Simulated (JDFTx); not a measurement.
# Geometry relaxation of CuAu (part 2 of 4)

Continued. System: CuAu (P4/mmm, 2 atoms in the cell). Method: Kohn-Sham DFT of a periodic cell, PBE, PseudoDojo-SR-PBE-0.5-stringent, no spin polarisation (JDFTx 1.7.0 (patched build)); cutoff 1414.99 eV, 4×4×4 k-mesh, fermi-dirac of 0.05 eV. The structure derives from an entry of the Crystallography Open Database.

Geometry of the input (Å; fractional positions):
```
2.8107  0.0000  0.0000
0.0000  2.8107  0.0000
0.0000  0.0000  3.6850
Au 0.0000  0.0000  0.0000
Cu 0.5000  0.5000  0.5000
```

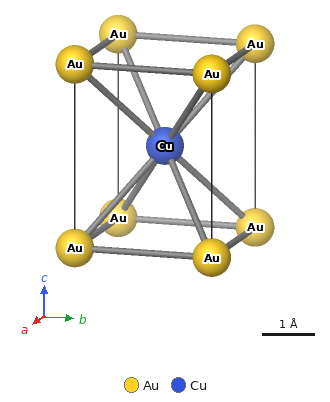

**Figure 1.** The input geometry (ball-and-stick view of the cell of the calculation, seen slightly off an axis). An atom can appear more than once, as a periodic image.

The program's output, continued:
```
-------------------------------------
     Etot =     -326.4278794769438719
       TS =        0.0001569338413874
-------------------------------------
        F =     -326.4280364107852392

LatticeMinimize: Iter:   3  F: -326.428036410785239  |grad|_K:  2.785e-03  alpha:  1.000e+00  linmin: -9.954e-01

#--- Lowdin population analysis ---
# oxidation-state Au +0.149
# oxidation-state Cu +0.216

-------- Electronic minimization -----------
Will mix electronic density at each iteration.
	FillingsUpdate:  mu: +0.673194595  nElectrons: 38.000000
	FillingsUpdate:  mu: +0.670269905  nElectrons: 38.000000
SCF: Cycle:  0   F: -326.428213393358988   dF: -7.087e-04   |Residual|: 7.363e-03   |deigs|: 4.598e-04
	FillingsUpdate:  mu: +0.670542166  nElectrons: 38.000000
SCF: Cycle:  1   F: -326.428217999278672   dF: -4.606e-06   |Residual|: 6.822e-03   |deigs|: 1.876e-03
	FillingsUpdate:  mu: +0.670439459  nElectrons: 38.000000
SCF: Cycle:  2   F: -326.428285237642342   dF: -6.724e-05   |Residual|: 1.329e-03   |deigs|: 1.343e-03
	FillingsUpdate:  mu: +0.670456144  nElectrons: 38.000000
SCF: Cycle:  3   F: -326.428285460187169   dF: -2.225e-07   |Residual|: 4.997e-04   |deigs|: 9.376e-05
	FillingsUpdate:  mu: +0.670455911  nElectrons: 38.000000
SCF: Cycle:  4   F: -326.428285704638085   dF: -2.445e-07   |Residual|: 3.008e-04   |deigs|: 4.921e-05
	FillingsUpdate:  mu: +0.670446464  nElectrons: 38.000000
SCF: Cycle:  5   F: -326.428285766164038   dF: -6.153e-08   |Residual|: 1.128e-04   |deigs|: 5.385e-05
	FillingsUpdate:  mu: +0.670450404  nElectrons: 38.000000
SCF: Cycle:  6   F: -326.428285779571411   dF: -1.341e-08   |Residual|: 2.648e-05   |deigs|: 1.886e-05
	FillingsUpdate:  mu: +0.670451528  nElectrons: 38.000000
SCF: Cycle:  7   F: -326.428285781559907   dF: -1.988e-09   |Residual|: 8.737e-06   |deigs|: 1.506e-05
	FillingsUpdate:  mu: +0.670450612  nElectrons: 38.000000
SCF: Cycle:  8   F: -326.428285782248793   dF: -6.889e-10   |Residual|: 9.309e-06   |deigs|: 1.166e-04
	FillingsUpdate:  mu: +0.670450500  nElectrons: 38.000000
SCF: Cycle:  9   F: -326.428285782478611   dF: -2.298e-10   |Residual|: 3.625e-06   |deigs|: 6.047e-05
SCF: Converged (|Delta E|<1.000000e-09 for 2 iters).

Setting wave functions to eigenvectors of Hamiltonian
# Lattice vectors:
R =
[      5.44502            0            0  ]
[            0      5.44502            0  ]
[            0            0      6.79714  ]
unit cell volume = 201.523

# Strain tensor in Cartesian coordinates:
[    0.0251293            0            0  ]
[            0    0.0251293            0  ]
[            0            0   -0.0239106  ]

# Stress tensor in Cartesian coordinates [Eh/a0^3]:
[ -1.86193e-05            0            0  ]
[            0 -1.86193e-05            0  ]
[            0            0   1.3118e-05  ]

# Ionic positions in lattice coordinates:
ion Au   0.000000000000000   0.000000000000000   0.000000000000000 1
ion Cu   0.500000000000000   0.500000000000000   0.500000000000000 1

# Forces in Cartesian coordinates:
force Au   0.000000000000000  -0.000000000000000   0.000000000000000 1
force Cu  -0.000000000000000  -0.000000000000000   0.000000000000000 1

# Energy components:
   Eewald =     -224.0487729783588975
       EH =       89.3385016874078843
     Eloc =     -257.6396884584256100
      Enl =      -33.8716922536958833
      Exc =      -50.1889929334654710
 Exc_core =       15.0682160590631007
       KE =      134.9143395724916275
-------------------------------------
     Etot =     -326.4280893049832457
       TS =        0.0001964774953620
-------------------------------------
        F =     -326.4282857824786106

LatticeMinimize: Iter:   4  F: -326.428285782478611  |grad|_K:  1.020e-03  alpha:  1.000e+00  linmin: -8.495e-01

#--- Lowdin population analysis ---
# oxidation-state Au +0.144
# oxidation-state Cu +0.219

-------- Electronic minimization -----------
Will mix electronic density at each iteration.
	FillingsUpdate:  mu: +0.670450500  nElectrons: 38.000000
	FillingsUpdate:  mu: +0.661283451  nElectrons: 38.000000
SCF: Cycle:  0   F: -326.428299939877718   dF: -1.846e-04   |Residual|: 5.594e-03   |deigs|: 2.045e-04
	FillingsUpdate:  mu: +0.661987914  nElectrons: 38.000000
SCF: Cycle:  1   F: -326.428332230039132   dF: -3.229e-05   |Residual|: 2.283e-03   |deigs|: 1.003e-03
	FillingsUpdate:  mu: +0.661965098  nElectrons: 38.000000
SCF: Cycle:  2   F: -326.428333441129553   dF: -1.211e-06   |Residual|: 1.932e-03   |deigs|: 4.987e-04
	FillingsUpdate:  mu: +0.661955169  nElectrons: 38.000000
SCF: Cycle:  3   F: -326.428338463604291   dF: -5.022e-06   |Residual|: 4.478e-04   |deigs|: 2.518e-04
	FillingsUpdate:  mu: +0.661952074  nElectrons: 38.000000
SCF: Cycle:  4   F: -326.428338504107273   dF: -4.050e-08   |Residual|: 1.143e-04   |deigs|: 2.891e-05
	FillingsUpdate:  mu: +0.661962143  nElectrons: 38.000000
SCF: Cycle:  5   F: -326.428338514413326   dF: -1.031e-08   |Residual|: 4.053e-05   |deigs|: 1.987e-05
	FillingsUpdate:  mu: +0.661962576  nElectrons: 38.000000
SCF: Cycle:  6   F: -326.428338515843393   dF: -1.430e-09   |Residual|: 5.643e-06   |deigs|: 1.004e-05
	FillingsUpdate:  mu: +0.661962057  nElectrons: 38.000000
SCF: Cycle:  7   F: -326.428338516168196   dF: -3.248e-10   |Residual|: 6.508e-06   |deigs|: 7.051e-06
	FillingsUpdate:  mu: +0.661961942  nElectrons: 38.000000
SCF: Cycle:  8   F: -326.428338516310077   dF: -1.419e-10   |Residual|: 1.965e-06   |deigs|: 6.337e-06
SCF: Converged (|Delta E|<1.000000e-09 for 2 iters).

Setting wave functions to eigenvectors of Hamiltonian
LatticeMinimize: 	Wolfe criterion not satisfied: alpha: 1  (E-E0)/|gdotd0|: -0.790654  gdotd/gdotd0: 1.19128 (taking cubic step)

-------- Electronic minimization -----------
Will mix electronic density at each iteration.
	FillingsUpdate:  mu: +0.661961942  nElectrons: 38.000000
	FillingsUpdate:  mu: +0.645436667  nElectrons: 38.000000
SCF: Cycle:  0   F: -326.428565215336732   dF: -9.559e-04   |Residual|: 1.118e-02   |deigs|: 4.062e-04
	FillingsUpdate:  mu: +0.646732209  nElectrons: 38.000000
SCF: Cycle:  1   F: -326.428684006583978   dF: -1.188e-04   |Residual|: 4.793e-03   |deigs|: 1.931e-03
	FillingsUpdate:  mu: +0.647052494  nElectrons: 38.000000
[... 6 further cycles ...]
SCF: Cycle:  8   F: -326.428702898505662   dF: -6.490e-10   |Residual|: 3.766e-06   |deigs|: 1.829e-06
	FillingsUpdate:  mu: +0.646923915  nElectrons: 38.000000
SCF: Cycle:  9   F: -326.428702898642598   dF: -1.369e-10   |Residual|: 1.806e-06   |deigs|: 7.949e-07
SCF: Converged (|Delta E|<1.000000e-09 for 2 iters).

Setting wave functions to eigenvectors of Hamiltonian
LatticeMinimize: 	Wolfe criterion not satisfied: alpha: 3  (E-E0)/|gdotd0|: -6.25394  gdotd/gdotd0: 2.63427 (taking cubic step)

-------- Electronic minimization -----------
Will mix electronic density at each iteration.
	FillingsUpdate:  mu: +0.646923915  nElectrons: 38.000000
	FillingsUpdate:  mu: +0.639264162  nElectrons: 38.000000
SCF: Cycle:  0   F: -326.428813330085859   dF: -1.349e-04   |Residual|: 3.267e-03   |deigs|: 7.018e-05
	FillingsUpdate:  mu: +0.639582794  nElectrons: 38.000000
SCF: Cycle:  1   F: -326.428822077855784   dF: -8.748e-06   |Residual|: 1.209e-03   |deigs|: 5.291e-04
	FillingsUpdate:  mu: +0.639692398  nElectrons: 38.000000
[... 4 further cycles ...]
SCF: Cycle:  6   F: -326.428822835298661   dF: -5.230e-10   |Residual|: 2.891e-06   |deigs|: 1.049e-06
	FillingsUpdate:  mu: +0.639625845  nElectrons: 38.000000
SCF: Cycle:  7   F: -326.428822835450887   dF: -1.522e-10   |Residual|: 3.464e-06   |deigs|: 3.641e-07
SCF: Converged (|Delta E|<1.000000e-09 for 2 iters).

Setting wave functions to eigenvectors of Hamiltonian
LatticeMinimize: 	Wolfe criterion not satisfied: alpha: 3.91958  (E-E0)/|gdotd0|: -8.05219  gdotd/gdotd0: 1.19125 (taking cubic step)

-------- Electronic minimization -----------
Will mix electronic density at each iteration.
	FillingsUpdate:  mu: +0.639625845  nElectrons: 38.000000
	FillingsUpdate:  mu: +0.635058854  nElectrons: 38.000000
SCF: Cycle:  0   F: -326.428846600734687   dF: -5.307e-05   |Residual|: 1.935e-03   |deigs|: 2.856e-05
	FillingsUpdate:  mu: +0.635328639  nElectrons: 38.000000
SCF: Cycle:  1   F: -326.428849560872607   dF: -2.960e-06   |Residual|: 5.755e-04   |deigs|: 3.503e-04
	FillingsUpdate:  mu: +0.635306820  nElectrons: 38.000000
[... 3 further cycles ...]
SCF: Cycle:  5   F: -326.428849713173634   dF: -2.957e-10   |Residual|: 5.481e-06   |deigs|: 9.884e-07
	FillingsUpdate:  mu: +0.635310018  nElectrons: 38.000000
SCF: Cycle:  6   F: -326.428849713261002   dF: -8.737e-11   |Residual|: 3.371e-06   |deigs|: 4.732e-07
SCF: Converged (|Delta E|<1.000000e-09 for 2 iters).

Setting wave functions to eigenvectors of Hamiltonian
# Lattice vectors:
R =
[      5.61776            0            0  ]
[            0      5.61776            0  ]
[            0            0      6.63108  ]
unit cell volume = 209.272

# Strain tensor in Cartesian coordinates:
[    0.0576508            0            0  ]
[            0    0.0576508            0  ]
[            0            0    -0.047756  ]

# Stress tensor in Cartesian coordinates [Eh/a0^3]:
[  0.000109359            0            0  ]
[            0  0.000109359            0  ]
[            0            0  0.000285893  ]

# Ionic positions in lattice coordinates:
ion Au   0.000000000000000   0.000000000000000   0.000000000000000 1
ion Cu   0.500000000000000   0.500000000000000   0.500000000000000 1

# Forces in Cartesian coordinates:
force Au  -0.000000000000000   0.000000000000000   0.000000000000000 1
force Cu   0.000000000000000  -0.000000000000000   0.000000000000000 1

# Energy components:
   Eewald =     -221.2477811169143536
       EH =       91.0438466509750697
     Eloc =     -262.1368179855355152
      Enl =      -33.8881233460423346
      Exc =      -50.1690402355664133
 Exc_core =       15.0682147310389851
       KE =      134.9010044671674962
-------------------------------------
     Etot =     -326.4286968348770870
       TS =        0.0001528783839105
-------------------------------------
        F =     -326.4288497132610019

LatticeMinimize: Iter:   5  F: -326.428849713261002  |grad|_K:  1.170e-02  alpha:  4.507e+00  linmin: -1.097e-02

#--- Lowdin population analysis ---
# oxidation-state Au +0.108
# oxidation-state Cu +0.246

-------- Electronic minimization -----------
Will mix electronic density at each iteration.
	FillingsUpdate:  mu: +0.635310018  nElectrons: 38.000000
	FillingsUpdate:  mu: +0.640670509  nElectrons: 38.000000
SCF: Cycle:  0   F: -326.429206021733478   dF: -6.071e-05   |Residual|: 3.707e-03   |deigs|: 3.948e-05
	FillingsUpdate:  mu: +0.639883919  nElectrons: 38.000000
SCF: Cycle:  1   F: -326.429208321681017   dF: -2.300e-06   |Residual|: 3.048e-03   |deigs|: 9.909e-04
	FillingsUpdate:  mu: +0.640210987  nElectrons: 38.000000
[... 5 further cycles ...]
SCF: Cycle:  7   F: -326.429221815949688   dF: -3.163e-10   |Residual|: 8.991e-06   |deigs|: 5.306e-07
	FillingsUpdate:  mu: +0.640190523  nElectrons: 38.000000
SCF: Cycle:  8   F: -326.429221816120503   dF: -1.708e-10   |Residual|: 3.630e-06   |deigs|: 3.965e-04
SCF: Converged (|Delta E|<1.000000e-09 for 2 iters).

Setting wave functions to eigenvectors of Hamiltonian
LatticeMinimize: 	Wolfe criterion not satisfied: alpha: 1  (E-E0)/|gdotd0|: -0.958946  gdotd/gdotd0: 0.908125 (taking cubic step)

-------- Electronic minimization -----------
Will mix electronic density at each iteration.
	FillingsUpdate:  mu: +0.640190523  nElectrons: 38.000000
	FillingsUpdate:  mu: +0.651398202  nElectrons: 38.000000
SCF: Cycle:  0   F: -326.429803483902788   dF: -2.511e-04   |Residual|: 6.783e-03   |deigs|: 6.173e-04
	FillingsUpdate:  mu: +0.649933011  nElectrons: 38.000000
SCF: Cycle:  1   F: -326.429815217261250   dF: -1.173e-05   |Residual|: 5.171e-03   |deigs|: 1.789e-03
	FillingsUpdate:  mu: +0.650522762  nElectrons: 38.000000
[... 6 further cycles ...]
SCF: Cycle:  8   F: -326.429853917202649   dF: -3.408e-10   |Residual|: 1.355e-06   |deigs|: 1.066e-06
	FillingsUpdate:  mu: +0.650484861  nElectrons: 38.000000
SCF: Cycle:  9   F: -326.429853917328217   dF: -1.256e-10   |Residual|: 1.635e-06   |deigs|: 5.276e-07
SCF: Converged (|Delta E|<1.000000e-09 for 2 iters).

Setting wave functions to eigenvectors of Hamiltonian
# Lattice vectors:
R =
[       5.6377            0            0  ]
[            0       5.6377            0  ]
[            0            0       6.4848  ]
unit cell volume = 206.111

# Strain tensor in Cartesian coordinates:
[    0.0614042            0            0  ]
[            0    0.0614042            0  ]
[            0            0   -0.0687632  ]

# Stress tensor in Cartesian coordinates [Eh/a0^3]:
[  6.60049e-05            0            0  ]
[            0  6.60049e-05            0  ]
[            0            0   0.00020037  ]

# Ionic positions in lattice coordinates:
ion Au   0.000000000000000   0.000000000000000   0.000000000000000 1
ion Cu   0.500000000000000   0.500000000000000   0.500000000000000 1

# Forces in Cartesian coordinates:
force Au   0.000000000000000   0.000000000000000   0.000000000000000 1
force Cu  -0.000000000000000  -0.000000000000000   0.000000000000000 1

# Energy components:
   Eewald =     -222.3767934621920404
       EH =       90.3485492246326913
     Eloc =     -260.3181460630009951
      Enl =      -33.8802176149776955
      Exc =      -50.1770742439196979
 Exc_core =       15.0682153030039512
       KE =      134.9057459448268901
-------------------------------------
     Etot =     -326.4297209116269300
       TS =        0.0001330057012894
-------------------------------------
        F =     -326.4298539173282165

LatticeMinimize: Iter:   6  F: -326.429853917328217  |grad|_K:  7.837e-03  alpha:  3.000e+00  linmin: -7.910e-01

#--- Lowdin population analysis ---
# oxidation-state Au +0.107
# oxidation-state Cu +0.247

-------- Electronic minimization -----------
Will mix electronic density at each iteration.
	FillingsUpdate:  mu: +0.650484861  nElectrons: 38.000000
	FillingsUpdate:  mu: +0.684434699  nElectrons: 38.000000
SCF: Cycle:  0   F: -326.429795704087780   dF: -7.257e-04   |Residual|: 2.893e-02   |deigs|: 8.065e-04
	FillingsUpdate:  mu: +0.680155935  nElectrons: 38.000000
SCF: Cycle:  1   F: -326.429731781743101   dF: +6.392e-05   |Residual|: 2.716e-02   |deigs|: 7.497e-03
	FillingsUpdate:  mu: +0.681995051  nElectrons: 38.000000
[... 10 further cycles ...]
SCF: Cycle: 12   F: -326.430694609097941   dF: -4.442e-10   |Residual|: 1.663e-05   |deigs|: 1.287e-06
	FillingsUpdate:  mu: +0.681875767  nElectrons: 38.000000
SCF: Cycle: 13   F: -326.430694609245791   dF: -1.478e-10   |Residual|: 1.058e-05   |deigs|: 2.843e-06
SCF: Converged (|Delta E|<1.000000e-09 for 2 iters).

Setting wave functions to eigenvectors of Hamiltonian
# Lattice vectors:
R =
[      5.64032            0            0  ]
[            0      5.64032            0  ]
[            0            0      6.26268  ]
unit cell volume = 199.236

# Strain tensor in Cartesian coordinates:
[    0.0618983            0            0  ]
[            0    0.0618983            0  ]
[            0            0     -0.10066  ]

# Stress tensor in Cartesian coordinates [Eh/a0^3]:
[  -7.0049e-05            0            0  ]
[            0  -7.0049e-05            0  ]
[            0            0  6.00595e-05  ]

# Ionic positions in lattice coordinates:
ion Au   0.000000000000000   0.000000000000000   0.000000000000000 1
ion Cu   0.500000000000000   0.500000000000000   0.500000000000000 1

# Forces in Cartesian coordinates:
force Au   0.000000000000000  -0.000000000000000   0.000000000000000 1
force Cu   0.000000000000000  -0.000000000000000   0.000000000000000 1

# Energy components:
   Eewald =     -224.9137617235118967
       EH =       88.7734965532435893
     Eloc =     -256.2106457187592810
      Enl =      -33.8595077481587978
      Exc =      -50.1926391516877857
 Exc_core =       15.0682156665248801
       KE =      134.9043862530841693
-------------------------------------
     Etot =     -326.4304558692651312
       TS =        0.0002387399806714
-------------------------------------
        F =     -326.4306946092457906

LatticeMinimize: Iter:   7  F: -326.430694609245791  |grad|_K:  3.970e-03  alpha:  1.000e+00  linmin: -5.348e-01

#--- Lowdin population analysis ---
# oxidation-state Au +0.126
# oxidation-state Cu +0.256

-------- Electronic minimization -----------
Will mix electronic density at each iteration.
	FillingsUpdate:  mu: +0.681875767  nElectrons: 38.000000
	FillingsUpdate:  mu: +0.676621299  nElectrons: 38.000000
SCF: Cycle:  0   F: -326.431072686033758   dF: -5.832e-04   |Residual|: 4.578e-03   |deigs|: 3.148e-04
	FillingsUpdate:  mu: +0.676148942  nElectrons: 38.000000
SCF: Cycle:  1   F: -326.431075143276018   dF: -2.457e-06   |Residual|: 3.311e-03   |deigs|: 7.466e-04
	FillingsUpdate:  mu: +0.676382770  nElectrons: 38.000000
[... 5 further cycles ...]
SCF: Cycle:  7   F: -326.431085706423687   dF: -5.306e-10   |Residual|: 2.222e-06   |deigs|: 1.402e-06
	FillingsUpdate:  mu: +0.676311017  nElectrons: 38.000000
SCF: Cycle:  8   F: -326.431085706559827   dF: -1.361e-10   |Residual|: 2.432e-06   |deigs|: 2.770e-07
SCF: Converged (|Delta E|<1.000000e-09 for 2 iters).

Setting wave functions to eigenvectors of Hamiltonian
# Lattice vectors:
R =
[      5.69888            0            0  ]
[            0      5.69888            0  ]
[            0            0      6.17154  ]
unit cell volume = 200.435

# Strain tensor in Cartesian coordinates:
[    0.0729237            0            0  ]
[            0    0.0729237            0  ]
[            0            0    -0.113748  ]

# Stress tensor in Cartesian coordinates [Eh/a0^3]:
[  3.41366e-06            0            0  ]
[            0  3.41366e-06            0  ]
[            0            0   0.00010835  ]

# Ionic positions in lattice coordinates:
ion Au   0.000000000000000   0.000000000000000   0.000000000000000 1
ion Cu   0.500000000000000   0.500000000000000   0.500000000000000 1

# Forces in Cartesian coordinates:
force Au  -0.000000000000000  -0.000000000000000   0.000000000000000 1
force Cu   0.000000000000000   0.000000000000000   0.000000000000000 1

# Energy components:
   Eewald =     -224.4716738489482282
       EH =       89.0013017231397470
     Eloc =     -256.8649456820930936
      Enl =      -33.8561942597037913
      Exc =      -50.1846442967291537
 Exc_core =       15.0682167731009322
       KE =      134.8770446020708960
-------------------------------------
     Etot =     -326.4308949891627094
       TS =        0.0001907173971318
-------------------------------------
        F =     -326.4310857065598270

LatticeMinimize: Iter:   8  F: -326.431085706559827  |grad|_K:  3.739e-03  alpha:  1.000e+00  linmin: -6.716e-01

#--- Lowdin population analysis ---
# oxidation-state Au +0.138
# oxidation-state Cu +0.264
```
